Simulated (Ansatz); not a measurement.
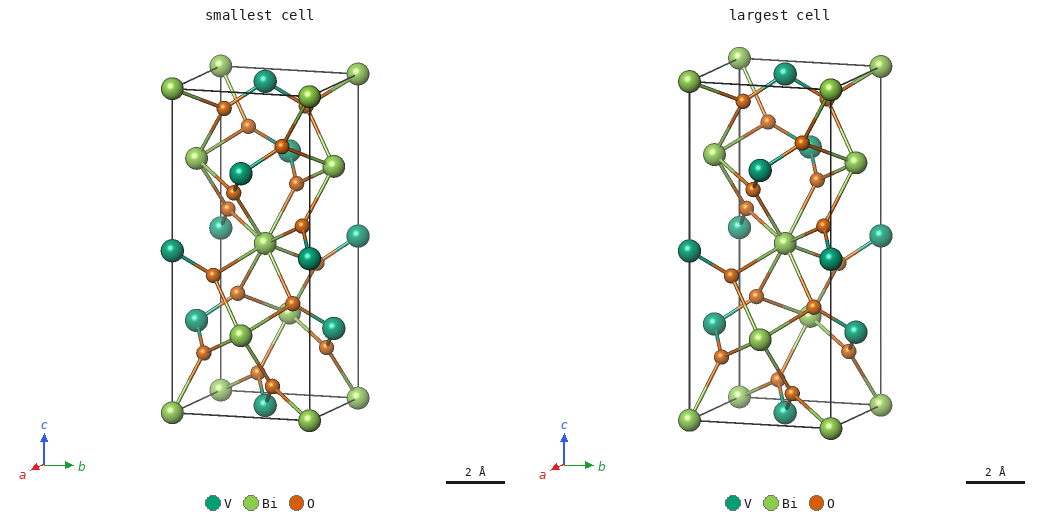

VBiO₄, space group I4₁/a (No. 88), relaxed (cell and atoms, zero pressure) with six functionals; the smallest and the largest of the relaxed conventional cells are drawn to one scale (sticks follow a distance rule). The start was a structure listed in the Materials Project. Other forms of this composition are known.

Alike in all runs: Ansatz 0.2.0; potentials Ansatz PAW; cutoff 420 eV; k mesh 7 × 7 × 7 on the run's cell of 12 atoms; occupations fermi-dirac, width 0.05 eV; collinear spin, ferromagnetic start; no spin-orbit coupling.

```tsv
level	volume (Å³/atom)	a (Å)	c (Å)	gap (eV)
RPBE	13.51	5.208	11.949	2.33
PBEsol	12.58	5.107	11.577	2.18
PBE	?	?	?	?
BLYP	13.56	5.218	11.949	2.32
LDA	12.21	5.063	11.432	2.12
revPBE	13.39	5.197	11.901	2.32
```

What does PBE give?

Answer. Volume 13.10 Å³/atom; a 5.166 Å; c 11.780 Å; gap 2.28 eV. That is between PBEsol and revPBE in volume.

Order the levels by the relaxed volume, smallest first.

Answer. LDA (12.21 Å³/atom), PBEsol (12.58 Å³/atom), PBE (13.10 Å³/atom), revPBE (13.39 Å³/atom), RPBE (13.51 Å³/atom), BLYP (13.56 Å³/atom). Rows within a few tenths of a per cent can't be told apart.

Gaps are the least found on the k-mesh, which misses some points of high symmetry; where the band edges lie there, the true gap is smaller, at times by an eV.

Caveat: the plane-wave basis is chosen anew once the cell has moved, so the energies of steps on either side of that aren't comparable; spin-orbit coupling is left out, which shifts the gaps of compounds of heavy elements; semilocal functionals give gaps below the measured ones.
